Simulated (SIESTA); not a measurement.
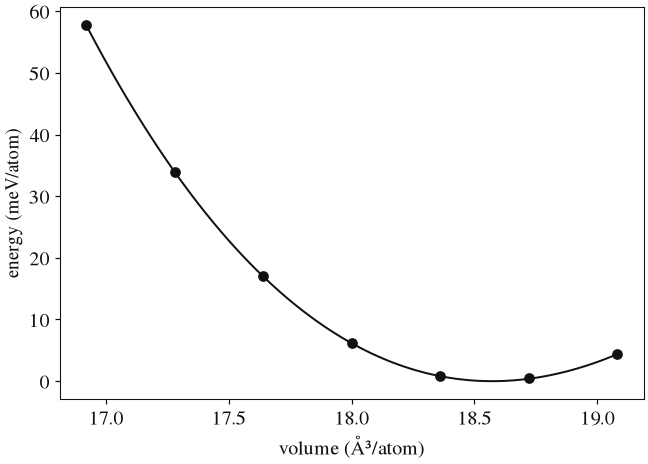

The picture above shows the energy against volume.

Calculation (SIESTA 5.4.2): DFT in numerical atomic orbitals with pseudopotentials, no spin polarisation; energies at scaled volumes of the given cell, shape and fractions fixed, counted from the fit's minimum, third-order Birch-Murnaghan fit. Level: PBE.

Question: For which of these solids was it computed?
A. Al₂Au, Fm-3m (No. 225)
B. RuS₂, Pa-3 (No. 205)
C. Ta₂N, P-3m1 (No. 164)

Answer: A, Al₂Au: energy from 0.43 meV/atom to 57.71 meV/atom, V0 18.57 Å³/atom, B0 106 GPa. The others give: Ta₂N, energy from 0.49 meV/atom to 58.84 meV/atom, V0 13.71 Å³/atom, B0 281 GPa; RuS₂, energy from 0.12 meV/atom to 82.99 meV/atom, V0 15.24 Å³/atom, B0 168 GPa.

For Al₂Au, limits of the calculation: mulliken charges of long orbitals; short basis over semicore shells; spin-orbit coupling left out, heavy elements.

For RuS₂, limits of the calculation: mulliken charges of long orbitals; shape and atomic fractions are frozen while scaling, which makes layered, chain and framework solids too stiff.

For Ta₂N, limits of the calculation: mulliken charges of long orbitals; short basis over semicore shells; shape and atomic fractions are frozen while scaling, which makes layered, chain and framework solids too stiff.
